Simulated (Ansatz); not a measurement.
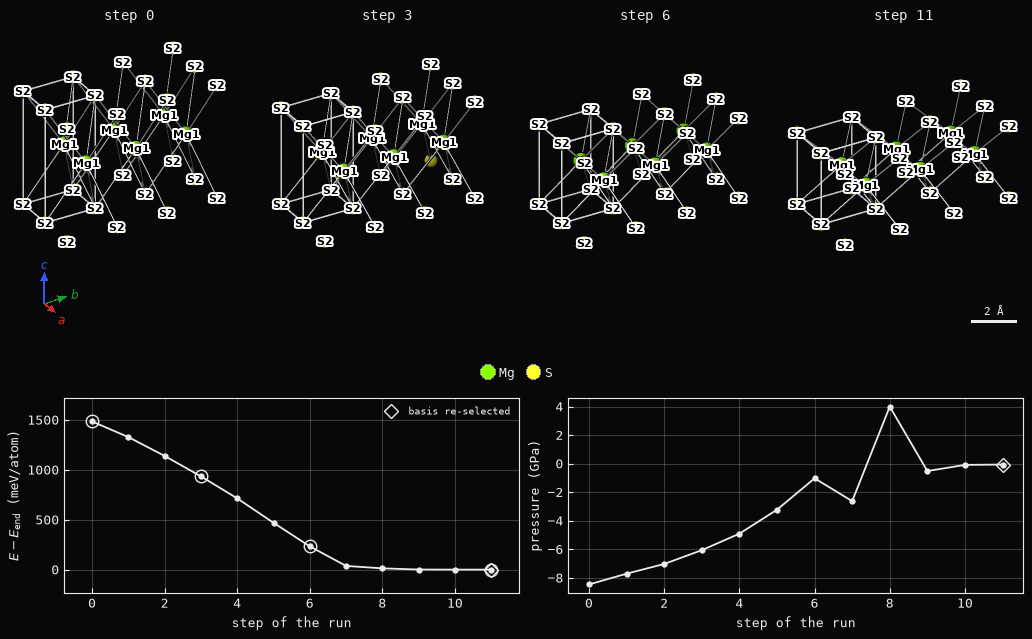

Frames of a relaxation of crystalline MgS (a generated structure, set up in P-6m2) (coarse preliminary run), marked on the history of the run. A ball-and-stick model of the cell of the calculation, repeated 2 × 3 × 1 with one cell outlined, seen slightly off an axis.

All numbers below come from Ansatz, DFT PBE, scalar-relativistic, plane waves, PAW. Set-up: plane-wave cutoff 420 eV; k-point mesh 6 × 6 × 4; occupations gaussian; smearing width 0.1 eV; no spin polarisation; cell and atoms relaxed; force threshold 0.04 eV/Å; at most 70 steps.

Question: Describe the path.

Answer: Over 10 accepted moves (11 points after the start) the energy falls by 1484 meV per atom. All forces vanish by symmetry, so only the cell relaxes. Pressure: −8.47 GPa at the start and −0.07 GPa at the end. At 1 point the geometry stayed and the basis and grid were re-selected for the new cell (energy shift of 0.1 meV per atom at most each time). The atoms keep their places relative to the cell (all moves are under 0.005 Å). The volume changes by −25.2 %, with a = b 3.316 → 3.612 Å (+8.9 %), c 5.258 → 3.315 Å (−36.9 %). Among the contacts that change: Mg1–S2 3.252 → 2.664 Å. The space group stays P-6m2 (No. 187). From step 0 to 3: volume −15.1 %, energy −550 meV per atom. From step 3 to 6: volume −12.1 %, energy −701 meV per atom. From step 6 to 11: volume +0.2 %, energy −233 meV per atom.
